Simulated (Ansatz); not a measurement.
## CoO: one change and its effect

System: CoO (I4/mmm, 2 atoms in the cell).
Method of run A: DFT PBEsol, scalar-relativistic, plane waves, PAW, spin-polarised (Ansatz 0.2.0).

The structure derives from an entry of the Crystallography Open Database. Text and figures count atoms from 1; the logs count them from 0 in places.

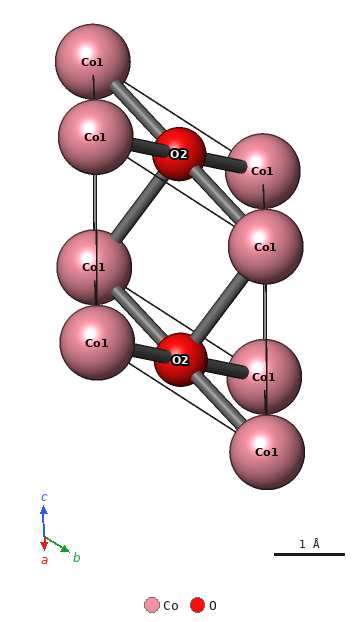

The structure (ball-and-stick view of the cell of the calculation, seen at an oblique angle; atoms are numbered from 1 in the order of the input). An atom can appear more than once, as a periodic image. Near neighbours in the periodic cell (some may lie outside the picture): Co has 6 O at 2.11 to 2.13 Å; O has 6 Co at 2.11 to 2.13 Å.

**Input file, run A**
```yaml
crystal:
  lattice:
    - [-1.5080001529, 1.5080001529, 2.1072499549]
    - [1.5080001529, -1.5080001529, 2.1072499549]
    - [1.5080001529, 1.5080001529, -2.1072499549]
  atoms:
    - { symbol: Co, position: [0.0, 0.0, 0.0], spin: 2.74 }
    - { symbol: O, position: [0.5, 0.5, 0.0], spin: 0.38 }
basis:
  ecutwfc: 420
kpoints:
  mp_grid: { grid: [1, 1, 1] }
hamiltonian:
  xc: pbesol
scf:
  occupations: { method: gaussian, width: 0.1 }
output:
  forces: true
  stress: true
  eigenvalues: true
  populations: true
magnetization:
  spin_polarized: true
```

Command:
```bash
ansatz run input.yaml --threads 1 --pin off --max-ram 2560MiB --backend cpu --events-out ev --progress --plain --runs-dir out
```

Hardware: 1 thread of Intel Xeon @ 2.50GHz (Skylake/Cascade Lake), 189 GiB of memory available, shared host.

**Output, shortened to warnings, some set-up lines, iterations and results (run A)**
```
Basis set: ecut = 420 eV, 339 PW (Γ), exchange–correlation on 48×48×48 points (8 copies of the dense FFT grid, shifted against one another)
Symmetry: 16 space group operations
k-points: 1
Initial density: superposition of atomic densities (chi_scale 0.1, normalization cell, long waves kept (reshape's long-wave potential 0.00 eV rms))
[...]
SCF iter   1: F=—  HF=-5640.005323 eV  |F-HF|=—  |Δ(HF+E_count)|=         —  Δρ=2.81e-1 (↑7.37e-2 ↓2.81e-1)  dr2=1.25e1  dr2_m=3.70e0  M=3.684 μB ∫|m|=3.685 μB  β_m=0.30  …
SCF iter   2: F=—  HF=-5641.112922 eV  |F-HF|=—  |Δ(HF+E_count)|=    1.11e0  Δρ=1.12e-1 (↑6.53e-2 ↓1.12e-1)  dr2=1.00e0  dr2_m=1.11e0  M=3.865 μB ∫|m|=3.866 μB  β_m=0.37  …
SCF iter   3: F=—  HF=-5642.087976 eV  |F-HF|=—  |Δ(HF+E_count)|=   9.75e-1  Δρ=5.72e-2 (↑2.85e-2 ↓5.72e-2)  dr2=4.87e-1  dr2_m=1.99e-1  M=3.241 μB ∫|m|=3.243 μB  β_m=0.45  …
SCF iter   4: F=—  HF=-5643.725554 eV  |F-HF|=—  |Δ(HF+E_count)|=    1.64e0  Δρ=2.86e-2 (↑2.86e-2 ↓1.99e-2)  dr2=4.78e-2  dr2_m=7.24e-2  M=3.000 μB ∫|m|=3.010 μB  β_m=0.57  …
SCF iter   5: F=—  HF=-5644.044202 eV  |F-HF|=—  |Δ(HF+E_count)|=   3.19e-1  Δρ=3.09e-2 (↑5.29e-3 ↓3.09e-2)  dr2=1.49e-1  dr2_m=4.82e-2  M=3.000 μB ∫|m|=3.005 μB  β_m=0.57  …
[... 17 lines ...]
SCF iter  23: F=—  HF=-5644.215958 eV  |F-HF|=—  |Δ(HF+E_count)|=   2.14e-8  Δρ=1.78e-5 (↑7.10e-6 ↓1.78e-5)  dr2=2.65e-8  dr2_m=1.60e-8  M=3.000 μB ∫|m|=3.003 μB  β_m=0.52  …
SCF iter  24: F=—  HF=-5644.215958 eV  |F-HF|=—  |Δ(HF+E_count)|=   1.15e-8  Δρ=9.31e-6 (↑2.56e-6 ↓9.31e-6)  dr2=5.16e-9  dr2_m=4.92e-9  M=3.000 μB ∫|m|=3.003 μB  β_m=0.66  …
SCF iter  25: F=—  HF=-5644.215958 eV  |F-HF|=—  |Δ(HF+E_count)|=   6.26e-9  Δρ=3.42e-6 (↑6.52e-7 ↓3.42e-6)  dr2=6.84e-10  dr2_m=5.90e-10  M=3.000 μB ∫|m|=3.003 μB  β_m=0.83  …
SCF iter  26: F=-5644.215958 eV  HF=-5644.215958 eV  |F-HF|=2.18e-8  |Δ(HF+E_count)|=   2.19e-9  Δρ=1.27e-5 (↑9.06e-7 ↓1.27e-5)  dr2=2.71e-8  dr2_m=6.48e-9  M=3.000 μB …
SCF 1 converged in 26 iterations: F = -5644.215958 eV  dr2 = 2.71e-8
SCF converged after 26 iterations
Magnetization: 3.0000 μB (13.0000 up, 10.0000 down)
Absolute magnetization: 3.0031 μB (∫|ρ↑−ρ↓|, with the PAW one-centre terms)
Spin contamination: 0.0023 ħ² per cell (⟨S²⟩ above its minimum at these occupations)
Per-site moments (μB) at R_I (Å): [(1.9918662716223414, 0.8692406063962499), (0.7176184287231158, 0.8692406063962499)]
Free energy (F): -5644.215958 eV
Harris-Foulkes:  -5644.215958 eV  (|F-HF|=2.18e-8)
Internal energy: -5644.128833 eV  (E = F + TS)
E sigma→0 (E₀):  -5644.172395 eV
Entropy (-TS):   -0.087125 eV (-43.562 meV/atom)
Fermi energy:    12.954127 eV
--- Per-component energies (eV) ---
  E_band       = -279.904793
  E_kinetic    = 632.252149
  E_local      = -3445.893405  (includes V_loc(G=0)·N_el)
  E_nonlocal   = 520.652746
  E_hartree    = 1419.798837
  E_xc         = -224.055877
  E_vxc        = -289.380371  (∫ρ·V_xc dr)
  E_paw        = -1645.119809  (= ΣΔE_a)
  E_vpaw       = -537.128604  (= ΣTr[D̂ρ^β])
  E_aug_tail   = 0.002960  (compensation charges beyond the density's cutoff)
  E_ewald      = -2901.990140
  E_core_change = 0.223707  (= ΣΔE_core)
  E_smearing   = -0.087125  (= −TS)
  E_closure    = -0.000000  (closes the sum)
  Σ components = -5644.215958   (vs F -5644.215958, Δ=0.00e0)
--- Forces (eV/Å), atoms counted from 1 ---
  atom   1  Co    -0.00000000     0.00000000    -0.00000000
  atom   2  O     -0.00000000     0.00000000     0.00000000
  max |Σ_I F_I| component: 1.89e-29 eV/Å
--- Stress (GPa, compression-positive) ---
       19.579078      -0.000000       0.000000
       -0.000000      19.579078       0.000000
        0.000000       0.000000      10.062063
  P = ⅓ Tr σ = 16.4067 GPa (164.067 kbar)
--- Löwdin populations: 2 sites ---
  site symbol       q [e]    m [muB]
     0     Co     16.6110     2.1875
     1      O      6.2797     0.8112
  spilling = 0.004752 (of n_electrons = 23.000000)
```

For run B the input was changed thus:
```diff
-  mp_grid: { grid: [1, 1, 1] }
+  mp_grid: { grid: [22, 22, 22] }
```

What does this change do to the results?

The free energy of run B is 4023.1 meV per atom lower, which measures how much it depends on this numerical setting. The pressure goes from 16.41 to −9.11 GPa. The irreducible k-points go from 1 to 834. On the same kind of shared host run B took about 40 times as long.

**Output, shortened to warnings, some set-up lines, iterations and results (run B)**
```
Basis set: ecut = 420 eV, 339 PW (Γ), exchange–correlation on 48×48×48 points (8 copies of the dense FFT grid, shifted against one another)
Symmetry: 16 space group operations
k-points: 834 of 10648
Initial density: superposition of atomic densities (chi_scale 0.1, normalization cell, long waves kept (reshape's long-wave potential 0.00 eV rms))
[...]
SCF iter   1: F=—  HF=-5651.362070 eV  |F-HF|=—  |Δ(HF+E_count)|=         —  Δρ=1.77e-1 (↑8.25e-2 ↓1.77e-1)  dr2=8.11e0  dr2_m=9.94e-1  M=2.006 μB ∫|m|=2.006 μB  β_m=0.30  …
SCF iter   2: F=—  HF=-5651.213667 eV  |F-HF|=—  |Δ(HF+E_count)|=   1.48e-1  Δρ=7.00e-2 (↑3.81e-2 ↓7.00e-2)  dr2=1.61e0  dr2_m=1.69e-1  M=2.263 μB ∫|m|=2.264 μB  β_m=0.39  …
SCF iter   3: F=—  HF=-5651.533672 eV  |F-HF|=—  |Δ(HF+E_count)|=   3.20e-1  Δρ=3.61e-2 (↑2.59e-2 ↓3.61e-2)  dr2=9.44e-2  dr2_m=1.09e-1  M=2.655 μB ∫|m|=2.660 μB  β_m=0.48  …
SCF iter   4: F=—  HF=-5651.964983 eV  |F-HF|=—  |Δ(HF+E_count)|=   4.31e-1  Δρ=5.11e-2 (↑2.23e-2 ↓5.11e-2)  dr2=2.01e-1  dr2_m=1.87e-1  M=2.860 μB ∫|m|=2.869 μB  β_m=0.74  …
SCF iter   5: F=—  HF=-5652.232688 eV  |F-HF|=—  |Δ(HF+E_count)|=   2.68e-1  Δρ=1.94e-2 (↑1.94e-2 ↓1.55e-2)  dr2=9.51e-2  dr2_m=2.79e-2  M=2.976 μB ∫|m|=2.990 μB  β_m=0.69  …
SCF iter   6: F=—  HF=-5652.258639 eV  |F-HF|=—  |Δ(HF+E_count)|=   2.60e-2  Δρ=7.49e-3 (↑2.87e-3 ↓7.49e-3)  dr2=9.81e-3  dr2_m=1.42e-3  M=2.953 μB ∫|m|=2.969 μB  β_m=0.84  …
SCF iter   7: F=—  HF=-5652.262084 eV  |F-HF|=—  |Δ(HF+E_count)|=   3.45e-3  Δρ=2.79e-3 (↑1.24e-3 ↓2.79e-3)  dr2=6.22e-4  dr2_m=6.28e-4  M=2.955 μB ∫|m|=2.972 μB  β_m=0.82  …
SCF iter   8: F=—  HF=-5652.262121 eV  |F-HF|=—  |Δ(HF+E_count)|=   3.70e-5  Δρ=2.87e-4 (↑1.76e-4 ↓2.87e-4)  dr2=1.94e-6  dr2_m=8.33e-6  M=2.955 μB ∫|m|=2.972 μB  β_m=0.91  …
SCF iter   9: F=—  HF=-5652.262126 eV  |F-HF|=—  |Δ(HF+E_count)|=   5.08e-6  Δρ=1.13e-4 (↑2.27e-5 ↓1.13e-4)  dr2=1.43e-6  dr2_m=6.07e-7  M=2.955 μB ∫|m|=2.972 μB  β_m=0.92  …
SCF iter  10: F=—  HF=-5652.262126 eV  |F-HF|=—  |Δ(HF+E_count)|=   6.05e-8  Δρ=3.04e-5 (↑3.96e-6 ↓3.04e-5)  dr2=5.04e-8  dr2_m=3.85e-8  M=2.955 μB ∫|m|=2.972 μB  β_m=0.96  …
SCF iter  11: F=-5652.262126 eV  HF=-5652.262126 eV  |F-HF|=7.05e-8  |Δ(HF+E_count)|=   6.76e-8  Δρ=2.72e-5 (↑6.67e-6 ↓2.72e-5)  dr2=8.70e-8  dr2_m=3.43e-8  M=2.955 μB …
SCF 1 converged in 11 iterations: F = -5652.262126 eV  dr2 = 8.70e-8
SCF converged after 11 iterations
Magnetization: 2.9551 μB (12.9775 up, 10.0225 down)
Absolute magnetization: 2.9718 μB (∫|ρ↑−ρ↓|)
Spin contamination: 0.0075 ħ² per cell (⟨S²⟩ above its minimum at these occupations)
Per-site moments (μB) at R_I (Å): [(2.4911644079887223, 0.8692406063962499), (0.340848097361796, 0.8692406063962499)]
Free energy (F): -5652.262126 eV
Harris-Foulkes:  -5652.262126 eV  (|F-HF|=7.05e-8)
Internal energy: -5652.242862 eV  (E = F + TS)
E sigma→0 (E₀):  -5652.252494 eV
Entropy (-TS):   -0.019264 eV (-9.632 meV/atom)
Fermi energy:    13.972717 eV
--- Per-component energies (eV) ---
  E_band       = -303.915491
  E_kinetic    = 616.814567
  E_local      = -3419.535611  (includes V_loc(G=0)·N_el)
  E_nonlocal   = 515.687377
  E_hartree    = 1400.968299
  E_xc         = -226.204929
  E_vxc        = -292.215813  (∫ρ·V_xc dr)
  E_paw        = -1638.208575  (= ΣΔE_a)
  E_vpaw       = -526.589534  (= ΣTr[D̂ρ^β])
  E_aug_tail   = 0.002443  (compensation charges beyond the density's cutoff)
  E_ewald      = -2901.990140
  E_core_change = 0.223707  (= ΣΔE_core)
  E_smearing   = -0.019264  (= −TS)
  E_closure    = -0.000000  (closes the sum)
  Σ components = -5652.262126   (vs F -5652.262126, Δ=0.00e0)
--- Forces (eV/Å), atoms counted from 1 ---
  atom   1  Co    -0.00000000    -0.00000000     0.00000000
  atom   2  O     -0.00000000     0.00000000     0.00000000
  max |Σ_I F_I| component: 1.66e-31 eV/Å
--- Stress (GPa, compression-positive) ---
       -9.224601       0.000000      -0.000000
        0.000000      -9.224601      -0.000000
        0.000000       0.000000      -8.873347
  P = ⅓ Tr σ = -9.1075 GPa (-91.075 kbar)
--- Löwdin populations: 2 sites ---
  site symbol       q [e]    m [muB]
     0     Co     15.9204     2.5320
     1      O      6.9509     0.4295
  spilling = 0.005596 (of n_electrons = 23.000000)
```

**The two runs side by side**

| quantity | run A | run B |
| --- | --- | --- |
| outcome | converged | converged |
| free energy per atom (eV) | −2822.1080 | −2826.1311 |
| energy per atom, smearing taken to zero (eV) | −2822.0862 | −2826.1262 |
| gap on the mesh (eV) | 0.00 | 0.00 |
| net moment of the cell (μB) | 3.00 | 2.96 |
| absolute moment of the cell (μB) | 3.00 | 2.97 |
| pressure (GPa) | 16.41 | −9.11 |
| largest force (eV/Å) | 0.000 | 0.000 |
| irreducible k-points | 1 | 834 |
| plane waves at Γ | 339 | 339 |
| SCF iterations | – | 11 |
| wall time (shared host) | 3.2 s | 2.1 min |

For run A: Warnings: the state was not tested for a lower one. The k-point mesh is coarse for a cell of this size, so the results may not be converged. For run B: The cell is under a tension of 9.1 GPa at this level, so it is not at its equilibrium volume.
